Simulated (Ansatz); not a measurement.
## Single-point calculation of FeO (part 2 of 2)

FeO (2 atoms in the cell); DFT LDA+U+J, scalar-relativistic, plane waves, PAW, U = 3 eV, J = 0.7 eV on Fe atom 1 d, spin-polarised (Ansatz 0.2.0); cutoff 420 eV, 7×7×7 k-mesh, Gaussian smearing of 0.05 eV, collinear spins. The structure was built on a prototype by a generator; it need not be a known phase. It belongs to a series of runs on one base structure; here: ferromagnetic start, free, default search.

Geometry of the input (Å; fractional positions):
```
0.0000  2.3819  2.3819
2.3819  0.0000  2.3819
2.3819  2.3819  0.0000
Fe 0.0000  0.0000  0.0000
O  0.2500  0.2500  0.2500
```

Log, continued:
```
SCF iter   1: F=—  HF=-4972.729733 eV  |F-HF|=—  |Δ(HF+E_count)|=         —  Δρ=4.29e-6 (↑2.23e-6 ↓4.29e-6)  dr2=1.36e-9  dr2_m=1.92e-9  M=4.052 μB ∫|m|=4.070 μB  ethr=6.16e-12  ⟨swp⟩=1.0  Hψ=19977  notcnv=0
SCF iter   2: F=—  HF=-4972.730580 eV  |F-HF|=—  |Δ(HF+E_count)|=   8.48e-4  Δρ=2.98e-4 (↑2.98e-4 ↓1.20e-4)  dr2=1.53e-5  dr2_m=5.92e-6  M=4.052 μB ∫|m|=4.070 μB  ethr=4.55e-6  ⟨swp⟩=1.0  Hψ=16481  notcnv=0
SCF iter   3: F=—  HF=-4972.730648 eV  |F-HF|=—  |Δ(HF+E_count)|=   6.73e-5  Δρ=4.82e-5 (↑4.82e-5 ↓3.16e-5)  dr2=6.16e-7  dr2_m=1.34e-7  M=4.052 μB ∫|m|=4.070 μB  ethr=1.40e-7  ⟨swp⟩=1.0  Hψ=9807  notcnv=0
SCF iter   4: F=—  HF=-4972.734093 eV  |F-HF|=—  |Δ(HF+E_count)|=   3.45e-3  Δρ=5.66e-4 (↑5.66e-4 ↓3.20e-4)  dr2=5.28e-5  dr2_m=2.75e-5  M=4.015 μB ∫|m|=4.025 μB  ethr=4.73e-9  ⟨swp⟩=1.4  Hψ=15316  notcnv=0
SCF iter   5: F=—  HF=-4972.781894 eV  |F-HF|=—  |Δ(HF+E_count)|=   4.78e-2  Δρ=1.16e-3 (↑1.16e-3 ↓5.89e-4)  dr2=3.03e-4  dr2_m=5.26e-5  M=4.006 μB ∫|m|=4.007 μB  ethr=5.71e-7  ⟨swp⟩=1.0  Hψ=14293  notcnv=0
SCF iter   6: F=—  HF=-4972.782170 eV  |F-HF|=—  |Δ(HF+E_count)|=   2.76e-4  Δρ=1.31e-4 (↑1.31e-4 ↓1.18e-4)  dr2=3.96e-6  dr2_m=1.44e-6  M=4.006 μB ∫|m|=4.007 μB  ethr=2.18e-6  ⟨swp⟩=1.0  Hψ=10069  notcnv=0
SCF iter   7: F=—  HF=-4972.782197 eV  |F-HF|=—  |Δ(HF+E_count)|=   2.69e-5  Δρ=5.12e-5 (↑5.12e-5 ↓3.31e-5)  dr2=7.74e-7  dr2_m=1.35e-7  M=4.006 μB ∫|m|=4.007 μB  ethr=5.15e-8  ⟨swp⟩=1.0  Hψ=9836  notcnv=0
SCF iter   8: F=—  HF=-4972.782205 eV  |F-HF|=—  |Δ(HF+E_count)|=   8.07e-6  Δρ=1.77e-5 (↑1.77e-5 ↓1.19e-5)  dr2=4.39e-8  dr2_m=3.14e-8  M=4.006 μB ∫|m|=4.007 μB  ethr=4.55e-10  ⟨swp⟩=1.5  Hψ=10174  notcnv=0
SCF iter   9: F=-4972.782207 eV  HF=-4972.782207 eV  |F-HF|=1.79e-9  |Δ(HF+E_count)|=   2.61e-6  Δρ=8.79e-6 (↑6.36e-6 ↓8.79e-6)  dr2=1.45e-8  dr2_m=7.71e-9  M=4.006 μB ∫|m|=4.007 μB  ethr=4.55e-10  ⟨swp⟩=1.0  Hψ=10344  notcnv=0
iter 10 did not close the SCF: its close was put off until two iterations running show no level that it waits for move by more than its bar (scf_convergence_deferred on its scf_iter line)
SCF iter  10: F=-4972.782207 eV  HF=-4972.782207 eV  |F-HF|=1.81e-9  |Δ(HF+E_count)|=  2.64e-11  Δρ=8.79e-6 (↑6.37e-6 ↓8.79e-6)  dr2=1.45e-8  dr2_m=7.73e-9  M=4.006 μB ∫|m|=4.007 μB  ethr=6.59e-11  ⟨swp⟩=1.0  Hψ=11786  notcnv=0
SCF iter  11: F=-4972.782208 eV  HF=-4972.782208 eV  |F-HF|=1.85e-8  |Δ(HF+E_count)|=   4.86e-7  Δρ=9.58e-6 (↑9.58e-6 ↓4.37e-6)  dr2=2.25e-8  dr2_m=3.06e-9  M=4.006 μB ∫|m|=4.007 μB  ethr=1.73e-10  ⟨swp⟩=1.0  Hψ=10875  notcnv=0
SCF 5 converged in 11 iterations: F = -4972.782208 eV  dr2 = 2.25e-8
  greatest PAW one-centre occupation: 1.006 electrons in one spin orbital (limit 2), on the Fe atom at site 0 (counted from 0), in its partial waves of l = 1
iter 1 solved again at ethr=1.02e-10 eV; its pass at ethr=3.10e-3 eV (dr2=2.25e-8 eV) is discarded
SCF iter   1: F=—  HF=-4972.782208 eV  |F-HF|=—  |Δ(HF+E_count)|=         —  Δρ=9.58e-6 (↑9.58e-6 ↓4.37e-6)  dr2=2.25e-8  dr2_m=3.05e-9  M=4.006 μB ∫|m|=4.007 μB  β_m=0.30  ethr=1.02e-10  ⟨swp⟩=1.4  Hψ=15920  notcnv=0
preconditioner: auto → none  [metal: Δε(μ)=0.041 eV  Ē_g=12.447 eV  σ=0.050 eV  W_gap=0.43  n_scr=8 (ndim 8)  ℏωp=26.7 eV  f_vac=0.038  D(μ)=0.66/eV (n_scr^D=0)]
SCF iter   2: F=-4972.782208 eV  HF=-4972.782208 eV  |F-HF|=1.35e-9  |Δ(HF+E_count)|=   7.04e-9  Δρ=6.06e-6 (↑6.06e-6 ↓2.84e-6)  dr2=4.54e-9  dr2_m=3.68e-9  M=4.006 μB ∫|m|=4.007 μB  ethr=1.02e-10  ⟨swp⟩=3.8  Hψ=10002  notcnv=0
SCF 6 converged in 2 iterations: F = -4972.782208 eV  dr2 = 4.54e-9
iter 1 solved again at ethr=2.06e-11 eV; its pass at ethr=4.55e-6 eV (dr2=4.53e-9 eV) is discarded
SCF iter   1: F=—  HF=-4972.782208 eV  |F-HF|=—  |Δ(HF+E_count)|=         —  Δρ=6.06e-6 (↑6.06e-6 ↓2.84e-6)  dr2=4.53e-9  dr2_m=3.68e-9  M=4.006 μB ∫|m|=4.007 μB  ethr=2.06e-11  ⟨swp⟩=1.0  Hψ=19960  notcnv=0
SCF iter   2: F=—  HF=-4972.782206 eV  |F-HF|=—  |Δ(HF+E_count)|=   2.23e-6  Δρ=1.52e-4 (↑1.52e-4 ↓7.25e-5)  dr2=6.06e-6  dr2_m=5.97e-7  M=4.006 μB ∫|m|=4.007 μB  ethr=4.55e-6  ⟨swp⟩=1.0  Hψ=14326  notcnv=0
SCF iter   3: F=—  HF=-4972.782207 eV  |F-HF|=—  |Δ(HF+E_count)|=   1.12e-6  Δρ=1.41e-5 (↑1.19e-5 ↓1.41e-5)  dr2=7.53e-8  dr2_m=5.91e-9  M=4.006 μB ∫|m|=4.007 μB  ethr=4.55e-10  ⟨swp⟩=1.8  Hψ=9818  notcnv=0
SCF iter   4: F=-4972.782209 eV  HF=-4972.782209 eV  |F-HF|=1.44e-8  |Δ(HF+E_count)|=   2.01e-6  Δρ=6.98e-6 (↑6.98e-6 ↓4.75e-6)  dr2=1.91e-8  dr2_m=9.72e-10  M=4.006 μB ∫|m|=4.007 μB  ethr=4.55e-10  ⟨swp⟩=1.0  Hψ=9804  notcnv=0
an SCF along what the orbitals of the run's state read of its open shells (or to have them read: on a GPU, or by another smearing), with 22 of the crystal's symmetry operations given up (100 k-points in place of 20), reached no lower state that the run goes on to. This is no proof of a minimum
Symmetry: 1 space group operations
k-points: 172 of 343 (time reversal used)
iter 1 solved again at ethr=2.06e-11 eV; its pass at ethr=4.55e-6 eV (dr2=4.53e-9 eV) is discarded
SCF iter   1: F=—  HF=-4972.782208 eV  |F-HF|=—  |Δ(HF+E_count)|=         —  Δρ=6.06e-6 (↑6.06e-6 ↓2.84e-6)  dr2=4.53e-9  dr2_m=3.68e-9  M=4.006 μB ∫|m|=4.007 μB  ethr=2.06e-11  ⟨swp⟩=1.0  Hψ=34370  notcnv=0
SCF iter   2: F=—  HF=-4972.782219 eV  |F-HF|=—  |Δ(HF+E_count)|=   1.09e-5  Δρ=1.98e-4 (↑1.98e-4 ↓1.11e-4)  dr2=9.47e-6  dr2_m=6.91e-7  M=4.006 μB ∫|m|=4.007 μB  ethr=4.55e-6  ⟨swp⟩=1.0  Hψ=26620  notcnv=0
SCF iter   3: F=—  HF=-4972.782214 eV  |F-HF|=—  |Δ(HF+E_count)|=   5.14e-6  Δρ=2.24e-5 (↑2.24e-5 ↓1.46e-5)  dr2=1.34e-7  dr2_m=2.27e-8  M=4.006 μB ∫|m|=4.007 μB  ethr=6.75e-8  ⟨swp⟩=1.0  Hψ=16313  notcnv=0
SCF iter   4: F=—  HF=-4972.782320 eV  |F-HF|=—  |Δ(HF+E_count)|=   1.06e-4  Δρ=1.55e-4 (↑1.55e-4 ↓8.80e-5)  dr2=6.49e-6  dr2_m=5.99e-7  M=4.006 μB ∫|m|=4.006 μB  ethr=1.05e-9  ⟨swp⟩=1.0  Hψ=22636  notcnv=0
SCF iter   5: F=—  HF=-4972.782370 eV  |F-HF|=—  |Δ(HF+E_count)|=   5.00e-5  Δρ=9.23e-5 (↑9.23e-5 ↓6.30e-5)  dr2=2.79e-6  dr2_m=1.50e-7  M=4.006 μB ∫|m|=4.006 μB  ethr=5.65e-8  ⟨swp⟩=1.0  Hψ=17342  notcnv=0
SCF iter   6: F=—  HF=-4972.782378 eV  |F-HF|=—  |Δ(HF+E_count)|=   8.42e-6  Δρ=4.49e-5 (↑4.49e-5 ↓2.86e-5)  dr2=5.56e-7  dr2_m=5.49e-8  M=4.006 μB ∫|m|=4.006 μB  ethr=2.11e-8  ⟨swp⟩=1.0  Hψ=17054  notcnv=0
SCF iter   7: F=—  HF=-4972.782384 eV  |F-HF|=—  |Δ(HF+E_count)|=   6.16e-6  Δρ=2.37e-5 (↑2.37e-5 ↓1.46e-5)  dr2=1.18e-7  dr2_m=2.72e-8  M=4.006 μB ∫|m|=4.006 μB  ethr=4.74e-9  ⟨swp⟩=1.0  Hψ=16964  notcnv=0
SCF iter   8: F=—  HF=-4972.782386 eV  |F-HF|=—  |Δ(HF+E_count)|=   1.77e-6  Δρ=1.15e-5 (↑1.15e-5 ↓6.30e-6)  dr2=4.43e-8  dr2_m=4.12e-9  M=4.006 μB ∫|m|=4.006 μB  ethr=4.55e-10  ⟨swp⟩=1.0  Hψ=18061  notcnv=0
SCF iter   9: F=-4972.782386 eV  HF=-4972.782386 eV  |F-HF|=5.13e-10  |Δ(HF+E_count)|=   2.58e-8  Δρ=1.70e-6 (↑1.70e-6 ↓7.91e-7)  dr2=7.39e-10  dr2_m=1.28e-10  M=4.006 μB ∫|m|=4.006 μB  ethr=2.92e-10  ⟨swp⟩=1.0  Hψ=16691  notcnv=0
SCF iter  10: F=-4972.782386 eV  HF=-4972.782386 eV  |F-HF|=5.11e-10  |Δ(HF+E_count)|=  3.64e-12  Δρ=1.70e-6 (↑1.70e-6 ↓7.88e-7)  dr2=7.38e-10  dr2_m=1.29e-10  M=4.006 μB ∫|m|=4.006 μB  ethr=3.36e-12  ⟨swp⟩=1.0  Hψ=20294  notcnv=0
SCF 7 converged in 10 iterations: F = -4972.782386 eV  dr2 = 7.38e-10
an SCF along what the orbitals of the run's state read of its open shells (or to have them read: on a GPU, or by another smearing), with 23 of the crystal's symmetry operations given up (172 k-points in place of 20), reached no lower state that the run goes on to. This is no proof of a minimum
iter 1 solved again at ethr=4.55e-10 eV; its pass at ethr=4.55e-6 eV (dr2=1.20e-7 eV) is discarded
SCF iter   1: F=—  HF=-4972.729733 eV  |F-HF|=—  |Δ(HF+E_count)|=         —  Δρ=4.29e-6 (↑2.23e-6 ↓4.29e-6)  dr2=1.35e-9  dr2_m=1.92e-9  M=4.052 μB ∫|m|=4.070 μB  ethr=4.55e-10  ⟨swp⟩=1.0  Hψ=31577  notcnv=0
SCF iter   2: F=—  HF=-4972.771821 eV  |F-HF|=—  |Δ(HF+E_count)|=   4.21e-2  Δρ=5.40e-3 (↑5.40e-3 ↓1.88e-3)  dr2=5.65e-3  dr2_m=1.48e-3  M=4.006 μB ∫|m|=4.007 μB  ethr=4.55e-6  ⟨swp⟩=1.0  Hψ=19979  notcnv=0
SCF iter   3: F=—  HF=-4972.780104 eV  |F-HF|=—  |Δ(HF+E_count)|=   8.28e-3  Δρ=1.23e-3 (↑9.46e-4 ↓1.23e-3)  dr2=5.61e-4  dr2_m=5.23e-5  M=4.006 μB ∫|m|=4.006 μB  ethr=4.55e-6  ⟨swp⟩=1.0  Hψ=10730  notcnv=0
SCF iter   4: F=—  HF=-4972.781745 eV  |F-HF|=—  |Δ(HF+E_count)|=   1.64e-3  Δρ=3.72e-4 (↑3.72e-4 ↓2.79e-4)  dr2=2.87e-5  dr2_m=1.06e-5  M=4.006 μB ∫|m|=4.006 μB  ethr=4.55e-6  ⟨swp⟩=1.0  Hψ=11386  notcnv=0
SCF converged after 2 iterations
Stability not told: the SCF's own minimisation came to no verdict on its close; the lowest value that the minimisation read is 2.3e-2 (residual 5.9e-4): no lower mode is shown, and none is ruled out
Magnetization: 4.0058 μB (13.0029 up, 8.9971 down)
Absolute magnetization: 4.0066 μB (∫|ρ↑−ρ↓|, with the PAW one-centre terms)
Spin contamination: 0.0080 ħ² per cell (⟨S²⟩ above its minimum at these occupations)
Per-site moments (μB) at R_I (Å): [(3.311600564269046, 0.8508931431512833), (0.23368864966087768, 0.8508931431512833)]
Free energy (F): -4972.782208 eV
Harris-Foulkes:  -4972.782208 eV  (|F-HF|=1.35e-9)
Internal energy: -4972.781378 eV  (E = F + TS)
E sigma→0 (E₀):  -4972.781793 eV
Entropy (-TS):   -0.000830 eV (-0.415 meV/atom)
Fermi energy:    9.089292 eV
--- Per-component energies (eV) ---
  E_band       = -374.405540
  E_kinetic    = 510.888525
  E_local      = -3159.611184  (includes V_loc(G=0)·N_el)
  E_nonlocal   = 284.774280
  E_hartree    = 1287.118899
  E_xc         = -183.848419
  E_vxc        = -237.282382  (∫ρ·V_xc dr)
  E_hubbard    = 0.563086  (on-site DFT+U / exact-exchange correction)
  E_vhub       = -6.133669  (the Hubbard potential's part of the band-sum identity)
  E_paw        = -1457.065410  (= ΣΔE_a)
  E_vpaw       = -341.281586  (= ΣTr[D̂ρ^β])
  E_aug_tail   = 0.003088  (compensation charges beyond the density's cutoff)
  E_ewald      = -2256.102702
  E_core_change = 0.498457  (= ΣΔE_core)
  E_smearing   = -0.000830  (= −TS)
  E_closure    = 0.000000  (closes the sum)
  Σ components = -4972.782208   (vs F -4972.782208, Δ=0.00e0)
--- DFT+U+J on-site energies (Liechtenstein; fll double counting; per corrected site; eV) ---
  site 0 (l=d): U=3.0000  J=0.7000  Tr N=6.3129  E_int=43.800139  E_dc=43.237053  E_U=0.563086
--- Forces (eV/Å), atoms counted from 1 ---
  atom   1  Fe    -0.22733265     0.01033857     0.01033857
  atom   2  O      0.22735537    -0.01037569    -0.01037569
  max |Σ_I F_I| component: 3.71e-5 eV/Å
--- Stress (GPa, compression-positive) ---
      -17.027679      -0.017454      -0.017454
       -0.017674     -13.535507       0.652531
       -0.017674       0.652531     -13.535507
  P = ⅓ Tr σ = -14.6996 GPa (-146.996 kbar)
--- Band table (eV; the first three rows and the last of 200) ---
  k-point 0 ↑: bands = ["-79.4490", "-46.4669", "-46.0753", "-45.0482", "-9.8101", "2.4073", "2.7520", "2.9121", "4.2162", "6.5228", "8.2934", "8.3073", "8.5275", "8.6606", "21.1956", "21.2610", "21.6518"]
  k-point 1 ↑: bands = ["-79.4488", "-46.4691", "-46.0758", "-45.0497", "-9.7255", "2.4015", "2.7225", "2.9679", "4.2282", "6.4068", "7.5415", "8.3220", "8.5213", "9.4676", "19.6892", "21.3744", "21.6055"]
  k-point 2 ↑: bands = ["-79.4483", "-46.4741", "-46.0769", "-45.0530", "-9.5351", "2.3774", "2.8810", "3.0364", "4.3572", "6.1111", "6.5280", "8.1309", "8.1696", "11.1390", "17.2280", "21.2513", "21.4240"]
  k-point 99 ↓: bands = ["-75.5121", "-42.3294", "-42.1673", "-41.6632", "-8.7931", "3.4937", "4.7206", "5.1577", "8.8350", "10.0078", "10.2951", "11.6015", "11.9347", "14.8921", "16.0530", "20.4123", "22.0429"]
Occupation matrices written to [file]
--- Löwdin populations: 2 sites ---
  site symbol       q [e]    m [muB]
     0     Fe     14.8543     3.6188
     1      O      6.9934     0.3538
  spilling = 0.006925 (of n_electrons = 22.000000)
--- Occupation matrices: 1 shell (run DFT+U table (all-electron-ortho-atomic); ε = 2.00e-2, under-converged) ---
  Fe0 d_3D: site group Td (-43m)
  Fe0 d_3D up     Tr n = 4.9723  λ = 0.991 0.992 0.993 0.998 0.999  [5× z2 0.20 (T2 0.60) T2(0.60)]
  Fe0 d_3D dn     Tr n = 1.3406  λ = 0.049 0.094 0.097 0.209 0.891  [z2 0.75 (E 1.00) E(1.00) | 2× xz 0.50 (T2 1.00) T2(1.00) | yz 0.98 (T2 0.98) T2(0.98) | x2-y2 0.73 (E 0.98) E(0.98)]
  Tr n, λ and their labels are of the run-group-symmetrised matrices; stabiliser: 2 of 48 elements of G0×{1,Θ} (closed), max defect 1.9e-15 at τ = 8.6e-3
```

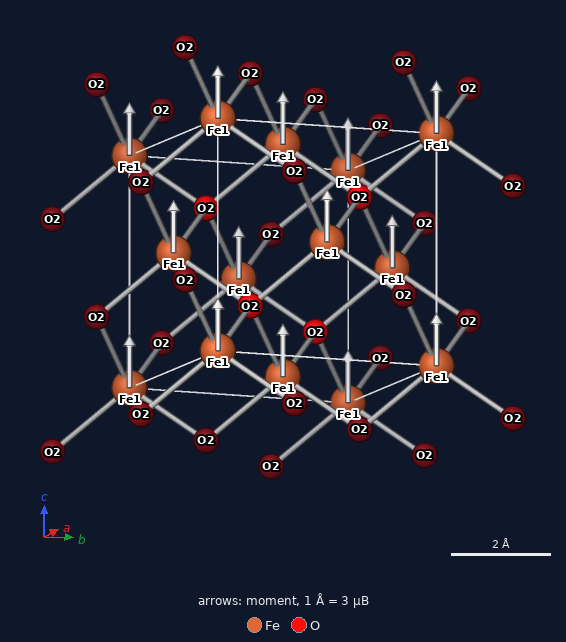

Magnetic moments of the sites as white arrows (ball-and-stick view of the cell 4 times as large as that of the calculation, set on its symmetry axes, seen at an oblique angle; neighbours outside the cell are drawn fainter; atoms are numbered from 1 in the order of the input); small moments hardly show. The run is collinear, so the axis drawn is arbitrary. Site moments: Fe1 (3.31 μB); O2 (0.23 μB). They are counted near the atoms and needn't add up to the moment of the cell.

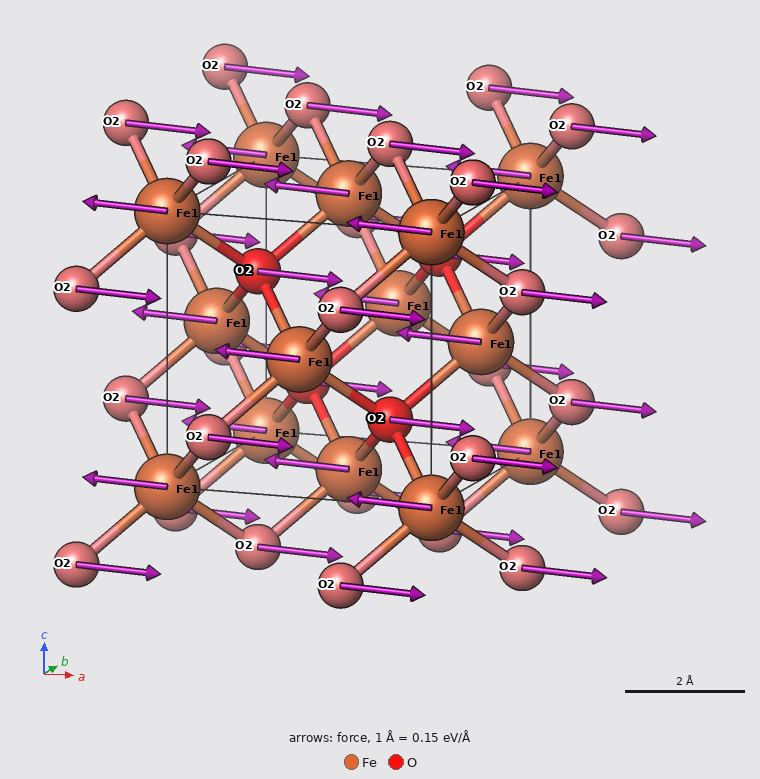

Forces on the atoms as pink arrows (ball-and-stick view of the cell 4 times as large as that of the calculation, set on its symmetry axes, seen slightly off an axis; neighbours outside the cell are drawn fainter; atoms are numbered from 1 in the order of the input). The largest act on O2 (0.23 eV/Å); Fe1 (0.23 eV/Å). The geometry is not a stationary point of this energy.
